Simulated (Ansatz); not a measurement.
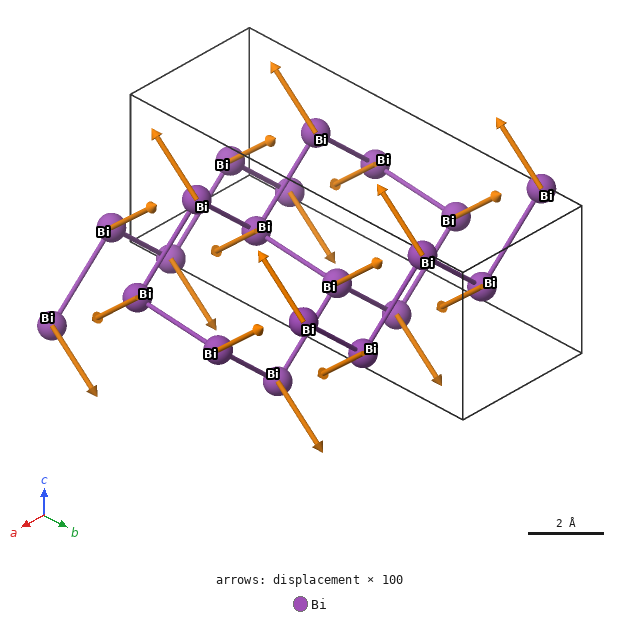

This is a relaxation of solid Bi (built on the black phosphorus_64 type). The starting structure is drawn; orange arrows show the displacements (the part carried along by the change of the cell is left out), magnified 100 times.

The picture is a ball-and-stick view of the conventional cell (2 times the calculation's cell), repeated 2 × 1 × 1 with one cell outlined, seen from a free direction. Lengths and directions refer to the drawn axes.

Case: black phosphorus type (Cmce, No. 64).

The calculation used DFT PBEsol, scalar-relativistic, plane waves, PAW (Ansatz 0.2.0).

The input:
```yaml
crystal:
  lattice:
    - [2.2760357519, -6.2193089776, 0.0]
    - [2.2760357519, 6.2193089776, 0.0]
    - [0.0, 0.0, 4.7156586026]
  atoms:
    - { symbol: Bi, position: [0.1215803446, 0.8784196554, 0.969261663] }
    - { symbol: Bi, position: [0.6215803446, 0.3784196554, 0.530738337] }
    - { symbol: Bi, position: [0.8784196554, 0.1215803446, 0.030738337] }
    - { symbol: Bi, position: [0.3784196554, 0.6215803446, 0.469261663] }
basis:
  ecutwfc: 420
kpoints:
  mp_grid: { grid: [12, 12, 10] }
hamiltonian:
  xc: pbesol
scf:
  occupations: { method: gaussian, width: 0.1 }
output:
  forces: true
  stress: true
  eigenvalues: true
relax:
  adjacent_minimum: "off"
  f_tol: 0.01
  max_steps: 80
  cell: { stress_tol: 0.05 }
```

> Describe the change and its energy.

The largest moves relative to the cell, 0.023 Å, are those of Bi1, Bi2, Bi3 and Bi4. Bi2 goes along [0 −1 −2]. The drawn cell changes as follows: a 4.552 → 4.516 Å (−0.8 %), b 12.439 → 12.427 Å (−0.1 %), c 4.716 → 4.750 Å (+0.7 %); the volume changes by −0.2 %. Near-neighbour distances that change, for instance: Bi1–Bi3 3.038 → 3.067 Å, Bi1–Bi2 3.075 → 3.093 Å. The space group stays Cmce (No. 64). After 3 accepted moves (4 points after the start) the energy has fallen by 1.7 meV per atom. The largest force component goes from 0.1 to 0.0038 eV/Å. The pressure goes from 0.40 to 0.00 GPa. At 1 point the geometry stayed and the basis and grid were re-selected for the new cell (energy shift of less than 0.05 meV per atom at most each time).
